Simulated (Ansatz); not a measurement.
## Geometry relaxation, with input and output: AlCu₃ (part 2 of 2)

Continued. System: AlCu₃ (4 atoms in the cell). Method: DFT r2SCAN, scalar-relativistic, plane waves, PAW, no spin polarisation (Ansatz 0.2.0); cutoff 500 eV, 12×12×12 k-mesh, Fermi–Dirac smearing of 0.15 eV. The structure derives from a Materials Project entry. It belongs to a series of runs on one base structure; here: relaxed under r2SCAN.

Geometry of the input (Å; fractional positions):
```
3.6874  0.0000  0.0000
0.0000  3.6874  0.0000
0.0000  0.0000  3.6874
Al 0.0000  0.0000  0.0000
Cu 0.5000  0.5000  0.0000
Cu 0.5000  0.0000  0.5000
Cu 0.0000  0.5000  0.5000
```

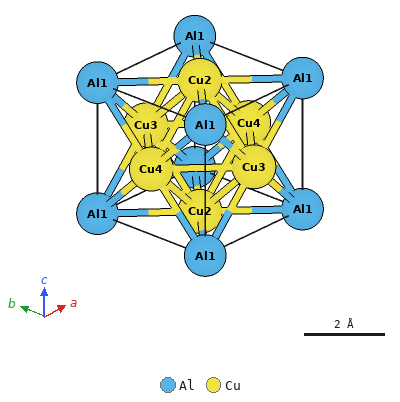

**Figure 1.** The geometry at step 3 of the log (ball-and-stick view of the cell of the calculation, seen at an oblique angle; atoms are numbered from 1 in the order of the input).

**What the program printed, continued**
```
SCF iter   1: F=—  HF=-20434.924196 eV  |F-HF|=—  |Δ(HF+E_count)|=         —  Δρ=6.98e-5  dr2=8.53e-7  dr2_τ=6.13e-7  ethr=3.76e-9  ⟨swp⟩=3.9  Hψ=19750  notcnv=0
preconditioner: auto → Kerker (q_TF=auto, 2.828 Å⁻¹)  [metal: Δε(μ)=0.098 eV  Ē_g=9.362 eV  σ=0.150 eV  W_gap=0.16  n_scr=18 (ndim 8)  ℏωp=32.0 eV  f_vac=0.002  D(μ)=1.09/eV (n_scr^D=6)]
SCF iter   2: F=—  HF=-20434.924197 eV  |F-HF|=—  |Δ(HF+E_count)|=   7.89e-7  Δρ=8.74e-5  dr2=1.95e-6  dr2_τ=7.86e-8  ethr=1.42e-9  ⟨swp⟩=2.0  Hψ=4505  notcnv=0
SCF iter   3: F=—  HF=-20434.924197 eV  |F-HF|=—  |Δ(HF+E_count)|=   1.16e-7  Δρ=3.29e-5  dr2=2.06e-7  dr2_τ=2.53e-8  ethr=1.42e-9  ⟨swp⟩=2.0  Hψ=5559  notcnv=0
SCF iter   4: F=—  HF=-20434.924197 eV  |F-HF|=—  |Δ(HF+E_count)|=   2.16e-7  Δρ=5.86e-6  dr2=4.55e-9  dr2_τ=1.09e-10  ethr=3.43e-10  ⟨swp⟩=2.0  Hψ=5339  notcnv=0
SCF iter   5: F=—  HF=-20434.924197 eV  |F-HF|=—  |Δ(HF+E_count)|=   3.46e-8  Δρ=3.24e-6  dr2=3.45e-9  dr2_τ=9.68e-11  ethr=7.58e-12  ⟨swp⟩=2.0  Hψ=5563  notcnv=0
SCF iter   6: F=—  HF=-20434.924197 eV  |F-HF|=—  |Δ(HF+E_count)|=  3.71e-10  Δρ=5.02e-7  dr2=1.78e-10  dr2_τ=3.00e-12  ethr=5.75e-12  ⟨swp⟩=2.0  Hψ=4449  notcnv=0
SCF iter   7: F=—  HF=-20434.924197 eV  |F-HF|=—  |Δ(HF+E_count)|=    0.00e0  Δρ=1.38e-7  dr2=8.56e-12  dr2_τ=8.64e-13  ethr=1.00e-12  ⟨swp⟩=2.0  Hψ=3828  notcnv=0
SCF iter   8: F=-20434.924197 eV  HF=-20434.924197 eV  |F-HF|=0.00e0  |Δ(HF+E_count)|=    0.00e0  Δρ=3.09e-8  dr2=3.98e-13  dr2_τ=9.24e-15  ethr=1.00e-12  ⟨swp⟩=5.0  Hψ=11431  notcnv=0
SCF 5 converged in 8 iterations: F = -20434.924197 eV  dr2 = 3.98e-13
  greatest PAW one-centre occupation: 1.000 electrons in one spin orbital (limit 2), on the Cu atom at site 2 (counted from 0), in its partial waves of l = 0
relax step   5: F+E_penalty+E_count = -20434.92419689 eV  Δ(F+E_penalty+E_count) = +5.635e-4 eV  max|allowed force component| = 1.743e-28 eV/Å  Δτ_max = 0.0000 Å  P = -0.024 GPa  Ω = 48.326 Å³  stress off target by 2.39e-2 GPa  SCF on the basis re-selected at this cell (its energy is not comparable with the rows above)  (8 SCF iters)
basis re-selected at this cell: Δ(F+E_penalty+E_count) = +5.635e-4 eV, ΔP = -0.020 GPa vs the last step (what re-selecting the basis moved, of the pressure what is left beyond the Pulay correction that the steps carried, after the strain that the cell walked since its last selection, with what the two solves' SCF thresholds leave and, on support functions, any second-order correction that the steps lacked; it is no measure of the basis error at this ecutwfc). This SCF's stress stands 2.39e-2 GPa from its target on what of the cell is left free (relax.cell.stress_tol is 1.00e-2 GPa) and its largest allowed force component is 1.74e-28 eV/Å (relax.f_tol is 1.00e-3 eV/Å): not within both, so this SCF does not close the relaxation
Crystal: 4 atoms, lattice volume = 48.319 Å³
iter 1 solved again at ethr=3.14e-9 eV; its pass at ethr=3.10e-3 eV (dr2=1.89e-6 eV) is discarded
SCF iter   1: F=—  HF=-20434.924199 eV  |F-HF|=—  |Δ(HF+E_count)|=         —  Δρ=7.26e-5  dr2=1.67e-6  dr2_τ=8.19e-7  ethr=3.14e-9  ⟨swp⟩=1.1  Hψ=10066  notcnv=0
preconditioner: auto → Kerker (q_TF=auto, 2.829 Å⁻¹)  [metal: Δε(μ)=0.098 eV  Ē_g=9.363 eV  σ=0.150 eV  W_gap=0.16  n_scr=18 (ndim 8)  ℏωp=32.1 eV  f_vac=0.002  D(μ)=1.09/eV (n_scr^D=6)]
SCF iter   2: F=—  HF=-20434.924200 eV  |F-HF|=—  |Δ(HF+E_count)|=   1.10e-6  Δρ=4.57e-5  dr2=4.01e-7  dr2_τ=1.42e-8  ethr=2.78e-9  ⟨swp⟩=2.6  Hψ=5363  notcnv=0
SCF iter   3: F=—  HF=-20434.924200 eV  |F-HF|=—  |Δ(HF+E_count)|=   1.77e-7  Δρ=8.56e-6  dr2=4.70e-8  dr2_τ=2.67e-10  ethr=6.69e-10  ⟨swp⟩=2.2  Hψ=4830  notcnv=0
SCF iter   4: F=—  HF=-20434.924200 eV  |F-HF|=—  |Δ(HF+E_count)|=   5.65e-9  Δρ=3.64e-6  dr2=6.30e-9  dr2_τ=8.23e-11  ethr=7.83e-11  ⟨swp⟩=2.0  Hψ=4379  notcnv=0
SCF iter   5: F=—  HF=-20434.924200 eV  |F-HF|=—  |Δ(HF+E_count)|=   6.22e-9  Δρ=5.06e-6  dr2=5.47e-9  dr2_τ=8.69e-12  ethr=2.37e-12  ⟨swp⟩=4.0  Hψ=10016  notcnv=0
SCF iter   6: F=-20434.924200 eV  HF=-20434.924200 eV  |F-HF|=9.57e-10  |Δ(HF+E_count)|=  8.00e-11  Δρ=2.37e-6  dr2=1.38e-9  dr2_τ=2.79e-12  ethr=2.37e-12  ⟨swp⟩=2.7  Hψ=10246  notcnv=0
SCF 6 converged in 6 iterations: F = -20434.924200 eV  dr2 = 1.38e-9
relax step   6: F+E_penalty+E_count = -20434.92420026 eV  Δ(F+E_penalty+E_count) = -3.367e-6 eV  max|allowed force component| = 1.634e-28 eV/Å  Δτ_max = 0.0000 Å  P = -0.000 GPa  Ω = 48.319 Å³  energy of the carried Pulay correction = +2.800e-6 eV  (6 SCF iters, dr2 threshold 1.42e-9 eV, accepted)
iter 1 solved again at ethr=4.73e-9 eV; its pass at ethr=3.10e-3 eV (dr2=2.84e-6 eV) is discarded
SCF iter   1: F=—  HF=-20434.924200 eV  |F-HF|=—  |Δ(HF+E_count)|=         —  Δρ=2.37e-6  dr2=1.37e-9  dr2_τ=3.12e-12  ethr=4.73e-9  ⟨swp⟩=3.7  Hψ=19453  notcnv=0
preconditioner: auto → Kerker (q_TF=auto, 2.829 Å⁻¹)  [metal: Δε(μ)=0.098 eV  Ē_g=9.364 eV  σ=0.150 eV  W_gap=0.16  n_scr=18 (ndim 8)  ℏωp=32.1 eV  f_vac=0.002  D(μ)=1.09/eV (n_scr^D=6)]
SCF iter   2: F=—  HF=-20434.924200 eV  |F-HF|=—  |Δ(HF+E_count)|=   3.06e-9  Δρ=8.22e-7  dr2=4.14e-10  dr2_τ=1.92e-11  ethr=2.28e-12  ⟨swp⟩=2.1  Hψ=5581  notcnv=0
SCF iter   3: F=—  HF=-20434.924200 eV  |F-HF|=—  |Δ(HF+E_count)|=  9.46e-11  Δρ=7.48e-7  dr2=2.14e-10  dr2_τ=1.85e-12  ethr=1.00e-12  ⟨swp⟩=2.0  Hψ=4354  notcnv=0
SCF iter   4: F=—  HF=-20434.924200 eV  |F-HF|=—  |Δ(HF+E_count)|=  3.64e-11  Δρ=1.58e-7  dr2=3.21e-11  dr2_τ=3.29e-13  ethr=1.00e-12  ⟨swp⟩=1.1  Hψ=3034  notcnv=0
SCF iter   5: F=—  HF=-20434.924200 eV  |F-HF|=—  |Δ(HF+E_count)|=    0.00e0  Δρ=7.49e-8  dr2=6.13e-12  dr2_τ=3.07e-13  ethr=1.00e-12  ⟨swp⟩=1.0  Hψ=3024  notcnv=0
SCF iter   6: F=-20434.924200 eV  HF=-20434.924200 eV  |F-HF|=3.64e-12  |Δ(HF+E_count)|=  3.64e-12  Δρ=3.05e-8  dr2=3.09e-13  dr2_τ=4.98e-15  ethr=1.00e-12  ⟨swp⟩=4.7  Hψ=10903  notcnv=0
SCF 7 converged in 6 iterations: F = -20434.924200 eV  dr2 = 3.09e-13
relax step   7: F+E_penalty+E_count = -20434.92420026 eV  Δ(F+E_penalty+E_count) = -7.494e-10 eV  max|allowed force component| = 2.105e-28 eV/Å  Δτ_max = 0.0000 Å  P = -0.000 GPa  Ω = 48.319 Å³  stress off target by 1.62e-4 GPa  SCF on the basis re-selected at this cell (its energy is not comparable with the rows above)  (6 SCF iters)
basis re-selected at this cell: Δ(F+E_penalty+E_count) = -7.494e-10 eV, ΔP = -0.000 GPa vs the last step (what re-selecting the basis moved, of the pressure what is left beyond the Pulay correction that the steps carried, after the strain that the cell walked since its last selection, with what the two solves' SCF thresholds leave and, on support functions, any second-order correction that the steps lacked; it is no measure of the basis error at this ecutwfc). This SCF's stress stands 1.62e-4 GPa from its target on what of the cell is left free (relax.cell.stress_tol is 1.00e-2 GPa) and its largest allowed force component is 2.10e-28 eV/Å (relax.f_tol is 1.00e-3 eV/Å): within both
SCF converged after 6 iterations
Free energy (F): -20434.924200 eV
Harris-Foulkes:  -20434.924200 eV  (|F-HF|=3.64e-12)
Internal energy: -20434.841961 eV  (E = F + TS)
E sigma→0 (E₀):  -20434.883081 eV
Entropy (-TS):   -0.082239 eV (-20.560 meV/atom)
Fermi energy:    15.224583 eV
--- Per-component energies (eV) ---
  E_band       = -1237.503117
  E_kinetic    = 924.176572
  E_local      = -13981.811117  (includes V_loc(G=0)·N_el)
  E_nonlocal   = 1190.241457
  E_hartree    = 6239.323753
  E_xc         = -290.205832
  E_vxc        = -409.054173  (∫ρ·V_xc dr)
  E_paw        = -5503.053708  (= ΣΔE_a)
  E_vpaw       = -1468.581941  (= ΣTr[D̂ρ^β])
  E_aug_tail   = 0.000427  (compensation charges beyond the density's cutoff)
  E_vtau       = 28.878220  (kinetic-family band-sum trace: ∫τ·v_τ [+ j·A + Jᵃ·Aᵃ] dr)
  E_ewald      = -9012.550081
  E_core_change = -0.963432  (= ΣΔE_core)
  E_smearing   = -0.082239  (= −TS)
  E_closure    = -0.000000  (closes the sum)
  Σ components = -20434.924200   (vs F -20434.924200, Δ=0.00e0)
--- Forces (eV/Å), atoms counted from 1 ---
  atom   1  Al     0.00000000     0.00000000     0.00000000
  atom   2  Cu     0.00000000    -0.00000000    -0.00000000
  atom   3  Cu     0.00000000    -0.00000000     0.00000000
  atom   4  Cu    -0.00000000     0.00000000    -0.00000000
  max |Σ_I F_I| component: 1.50e-28 eV/Å
--- Stress (GPa, compression-positive) ---
       -0.000162      -0.000000      -0.000000
       -0.000000      -0.000162       0.000000
       -0.000000       0.000000      -0.000162
  P = ⅓ Tr σ = -0.0002 GPa (-0.002 kbar)
--- Band table (eV; the first three rows and the last of 84) ---
  k-point 0: bands = ["-101.8012", "-101.7888", "-101.7888", "-57.6588", "-57.6588", "-57.6588", "-57.6398", "-57.6398", "-57.6398", "-57.5263", "-57.5263", "-57.5263", "4.0303", "9.6465", "10.2201", "10.2201", "10.5373", "10.5373", "10.5373", "11.9902", "11.9902", "11.9902", "12.5987", "12.5987", "12.8372", "13.1121", "13.1121", "13.1121", "14.8884", "14.8884", "14.8884", "19.7693", "19.7693", "20.7265", "26.3788", "26.3788"]
  k-point 1: bands = ["-101.8010", "-101.7890", "-101.7888", "-57.6583", "-57.6583", "-57.6582", "-57.6400", "-57.6400", "-57.6398", "-57.5270", "-57.5266", "-57.5266", "4.1148", "9.6688", "10.1806", "10.2648", "10.5485", "10.5485", "10.5540", "11.9635", "11.9635", "11.9733", "12.5668", "12.5995", "12.8142", "12.9950", "12.9950", "13.1122", "14.4195", "15.1025", "15.1025", "19.7838", "20.1269", "21.0592", "25.8188", "25.8188"]
  k-point 2: bands = ["-101.8005", "-101.7895", "-101.7888", "-57.6571", "-57.6571", "-57.6567", "-57.6404", "-57.6404", "-57.6399", "-57.5287", "-57.5274", "-57.5274", "4.3670", "9.6894", "10.0685", "10.3936", "10.5805", "10.5805", "10.6019", "11.8893", "11.8893", "11.9248", "12.4674", "12.5993", "12.7478", "12.7535", "12.7535", "13.1123", "13.4980", "15.6338", "15.6338", "19.8272", "20.4503", "22.3429", "24.4535", "24.4535"]
  k-point 83: bands = ["-101.7929", "-101.7929", "-101.7929", "-57.6740", "-57.6740", "-57.6740", "-57.6161", "-57.6161", "-57.6161", "-57.5933", "-57.5077", "-57.5077", "8.5519", "9.9644", "9.9644", "9.9644", "11.4740", "11.4740", "11.4740", "12.0341", "12.0341", "12.0341", "12.0512", "12.0512", "12.0512", "12.2083", "12.2083", "12.9267", "12.9267", "12.9267", "13.7174", "16.7620", "17.1087", "17.1087", "17.1087", "32.6622"]
--- Relaxed structure (5 steps of the walk, 5 accepted, 2 SCFs on fresh bases) ---
  F+E_penalty+E_count = -20434.92420026 eV   max|allowed force component| = 2.105e-28 eV/Å   (the final SCF, on the basis selected at the relaxed cell)
  cell:  # Å, volume = 48.3187 Å³
    - [3.642265511102628, 1.023150282955719e-33, -1.2839532962581572e-34]
    - [1.2799409422073504e-33, 3.642265511102628, 0.0]
    - [-1.2839532962581572e-34, 0.0, 3.642265511102628]
  atoms:
    - { symbol: Al, position: [6.800763662195297e-37, -3.060343651544868e-37, -1.0881221868018566e-36] }
    - { symbol: Cu, position: [0.5000000000000001, 0.5000000000000001, 5.440610934185539e-37] }
    - { symbol: Cu, position: [0.5000000000000001, -3.400381833308924e-38, 0.5000000000000001] }
    - { symbol: Cu, position: [6.800763669597393e-37, 0.5000000000000001, 0.5000000000000001] }
```

**Trajectory as extended XYZ (Å, eV, eV/Å), 7 frames, from step=1 to step=7**
```
4
Lattice="3.6874 0.0000 0.0000 0.0000 3.6874 0.0000 0.0000 0.0000 3.6874" Properties=species:S:1:pos:R:3:forces:R:3 step=1 energy=-20434.89416 pressure_GPa=-5.11
Al    0.0000    0.0000    0.0000    0.0000   0.0000   0.0000
Cu    1.8437    1.8437    0.0000    0.0000   0.0000   0.0000
Cu    1.8437    0.0000    1.8437    0.0000   0.0000   0.0000
Cu    0.0000    1.8437    1.8437    0.0000   0.0000   0.0000
4
Lattice="3.6587 0.0000 0.0000 0.0000 3.6587 0.0000 0.0000 0.0000 3.6587" Properties=species:S:1:pos:R:3:forces:R:3 step=2 energy=-20434.92047 pressure_GPa=-1.96
Al    0.0000    0.0000    0.0000    0.0000   0.0000   0.0000
Cu    1.8294    1.8294    0.0000    0.0000   0.0000   0.0000
Cu    1.8294    0.0000    1.8294    0.0000   0.0000   0.0000
Cu    0.0000    1.8294    1.8294    0.0000   0.0000   0.0000
4
Lattice="3.6413 0.0000 0.0000 0.0000 3.6413 0.0000 0.0000 0.0000 3.6413" Properties=species:S:1:pos:R:3:forces:R:3 step=3 energy=-20434.92476 pressure_GPa=0.15
Al    0.0000    0.0000    0.0000    0.0000   0.0000   0.0000
Cu    1.8206    1.8206    0.0000    0.0000   0.0000   0.0000
Cu    1.8206    0.0000    1.8206    0.0000   0.0000   0.0000
Cu    0.0000    1.8206    1.8206    0.0000   0.0000   0.0000
4
Lattice="3.6425 0.0000 0.0000 0.0000 3.6425 0.0000 0.0000 0.0000 3.6425" Properties=species:S:1:pos:R:3:forces:R:3 step=4 energy=-20434.92476 pressure_GPa=-0.00
Al    0.0000    0.0000    0.0000    0.0000   0.0000   0.0000
Cu    1.8212    1.8212    0.0000    0.0000   0.0000   0.0000
Cu    1.8212    0.0000    1.8212    0.0000   0.0000   0.0000
Cu    0.0000    1.8212    1.8212    0.0000   0.0000   0.0000
4
Lattice="3.6425 0.0000 0.0000 0.0000 3.6425 0.0000 0.0000 0.0000 3.6425" Properties=species:S:1:pos:R:3:forces:R:3 step=5 energy=-20434.92420 pressure_GPa=-0.02
Al    0.0000    0.0000    0.0000    0.0000   0.0000   0.0000
Cu    1.8212    1.8212    0.0000    0.0000   0.0000   0.0000
Cu    1.8212    0.0000    1.8212    0.0000   0.0000   0.0000
Cu    0.0000    1.8212    1.8212    0.0000   0.0000   0.0000
4
Lattice="3.6423 0.0000 0.0000 0.0000 3.6423 0.0000 0.0000 0.0000 3.6423" Properties=species:S:1:pos:R:3:forces:R:3 step=6 energy=-20434.92420 pressure_GPa=-0.00
Al    0.0000    0.0000    0.0000    0.0000   0.0000   0.0000
Cu    1.8211    1.8211    0.0000    0.0000   0.0000   0.0000
Cu    1.8211    0.0000    1.8211    0.0000   0.0000   0.0000
Cu    0.0000    1.8211    1.8211    0.0000   0.0000   0.0000
4
Lattice="3.6423 0.0000 0.0000 0.0000 3.6423 0.0000 0.0000 0.0000 3.6423" Properties=species:S:1:pos:R:3:forces:R:3 step=7 energy=-20434.92420 pressure_GPa=-0.00
Al    0.0000    0.0000    0.0000    0.0000   0.0000   0.0000
Cu    1.8211    1.8211    0.0000    0.0000   0.0000   0.0000
Cu    1.8211    0.0000    1.8211    0.0000   0.0000   0.0000
Cu    0.0000    1.8211    1.8211    0.0000   0.0000   0.0000
```

**Key numbers**

```json
{"quantity": "outcome", "value": "converged"}
{"quantity": "space group (tolerance 0.01 Å)", "value": "Pm-3m (221)"}
{"quantity": "electrons treated", "value": "60"}
{"quantity": "free energy", "value": "−20434.9242 eV"}
{"quantity": "Fermi energy", "value": "15.225 eV"}
{"quantity": "gap on the k-point mesh", "value": "none (metallic)"}
{"quantity": "pressure", "value": "0.00 GPa"}
{"quantity": "final volume", "value": "48.32 Å³"}
{"quantity": "largest force (length of the vector) at the end", "value": "under 0.001 eV/Å"}
{"quantity": "final cell", "value": "a = 3.642 Å, b = 3.642 Å, c = 3.642 Å, α = 90.00°, β = 90.00°, γ = 90.00°"}
{"quantity": "hardware", "value": "1 thread of Intel Xeon (Sapphire Rapids), 32 GiB of memory available, shared host"}
{"quantity": "wall time", "value": "1.8 min"}
{"quantity": "peak memory", "value": "0.59 GiB"}
```

**Remarks**

Results for this metal are sensitive to the k-point mesh.
